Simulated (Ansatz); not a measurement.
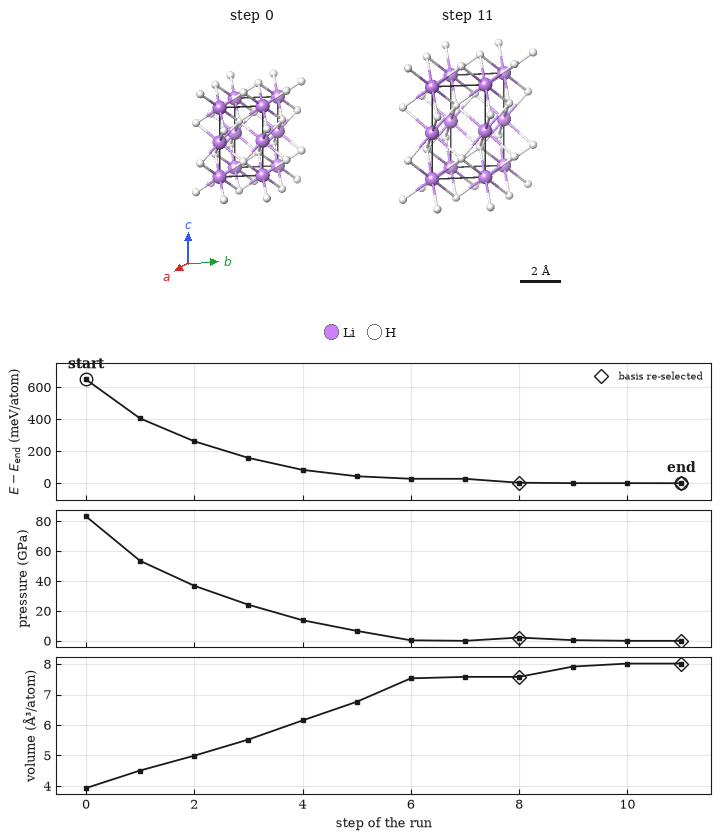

First and last geometry of a relaxation of crystalline LiH (built on the NiAs type), with the history of the run. Style: ball-and-stick. Shown: the cell of the calculation, slightly off an axis.

Computed with DFT, PBEsol, plane waves, PAW (Ansatz 0.2.0).

The input:
```yaml
crystal:
  lattice:
    - [2.23317774, 0.0, 0.0]
    - [-1.11658887, 1.933988654, 0.0]
    - [0.0, 0.0, 3.6400797162]
  atoms:
    - { symbol: Li, position: [0.0, 0.0, 0.0] }
    - { symbol: Li, position: [0.0, 0.0, 0.5] }
    - { symbol: H, position: [0.3333333333, 0.6666666667, 0.25] }
    - { symbol: H, position: [0.6666666667, 0.3333333333, 0.75] }
kpoints:
  mp_grid: { grid: [9, 9, 6] }
hamiltonian:
  xc: pbesol
scf:
  occupations: { method: fermi_dirac, width: 0.03 }
relax:
  f_tol: 0.01
  cell: {}
  max_steps: 120
```

Launched with:
```bash
ansatz run input.yaml --threads 2 --pin off --max-ram 2211MiB --backend cpu --events-out ev --progress --plain --runs-dir out
```

Q: Read the history and describe the run.

A: It converged. Over 9 accepted moves (11 points after the start) the energy falls by 649 meV per atom. All forces vanish by symmetry, so only the cell relaxes. Pressure: 83.39 GPa at the start and 0.00 GPa at the end. At 2 points the geometry stayed and the basis and grid were re-selected for the new cell (energy shift of 24.5 meV per atom at most each time). No atom moves by more than 0.005 Å relative to the cell. The volume changes by +103.9 %, with a = b 2.233 → 2.760 Å (+23.6 %), c 3.640 → 4.859 Å (+33.5 %). Among the contacts that change: Li1–Li2 1.820 → 2.430 Å, Li1–Li1 2.233 → 2.760 Å, Li1–H3 1.578 → 2.004 Å. Bond angles that change, for instance: Li1–H3–Li2 70.4° → 74.6°, H3–Li1–H4 89.9° → 92.9°, Li1–H3–Li1 90.1° → 87.1°. The space group stays P6_3/mmc (No. 194).
